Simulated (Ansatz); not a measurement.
System: zincblende GaAs, space group F-43m, 2 atoms in the primitive cell, relaxed with r2SCAN; cubic a = 5.666 Å. Starting point: HSE06, Ansatz PAW set, no spin polarisation, no spin-orbit coupling, 6×6×6 k mesh, 420 eV cutoff, fixed occupations (Ansatz). Many-body step: G0W0 with empty bands 249, screening cutoff 180 eV and frequency treatment contour deformation.

In HSE06 the smallest gap over these k points is 1.36 eV, with direct gaps of 1.36 eV at Γ, 2.96 eV at L and 4.96 eV at X.

> What does G0W0 give?

Over the k points that were corrected, the smallest gap goes from 1.36 eV in HSE06 (direct at Γ) to 1.64 eV in G0W0 (direct at Γ), a change of +0.28 eV (+21 %). Counted from the valence top, the lowest empty level moves by +0.28 eV at Γ, +0.22 eV at L and +0.11 eV at X; over the 8 points that were corrected the shifts run from +0.11 to +0.28 eV: a spread of 0.17 eV on a mean of 0.20 eV, so one scissor shift doesn't describe this level. Only two empty levels a point were corrected, so a higher one could drop under them. The quasiparticle weight (renormalisation factor) lies between 0.76 and 0.81 for the top filled and first empty levels.

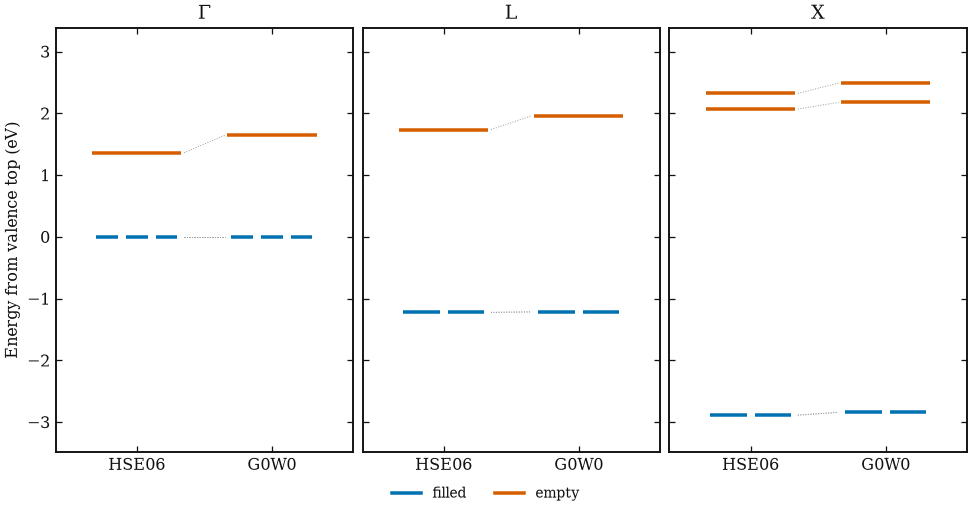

Levels at Γ, L and X in HSE06 and in G0W0, each set counted from its own valence top. Degenerate partners of corrected states are drawn at the same energy.

```
k point  HSE06 direct gap (eV)  G0W0 direct gap (eV)
      Γ                   1.36                  1.64
      L                   2.96                  3.18
      X                   4.96                  5.02
```

The filled d shell of Ga makes GW gaps converge slowly, so they lie under their value at the basis limit. Spin-orbit coupling is left out, which matters for As. The k mesh is thin for GW. The PAW data sets were made with another functional. Bands, cutoffs and mesh are finite, so these values aren't at the basis limit.
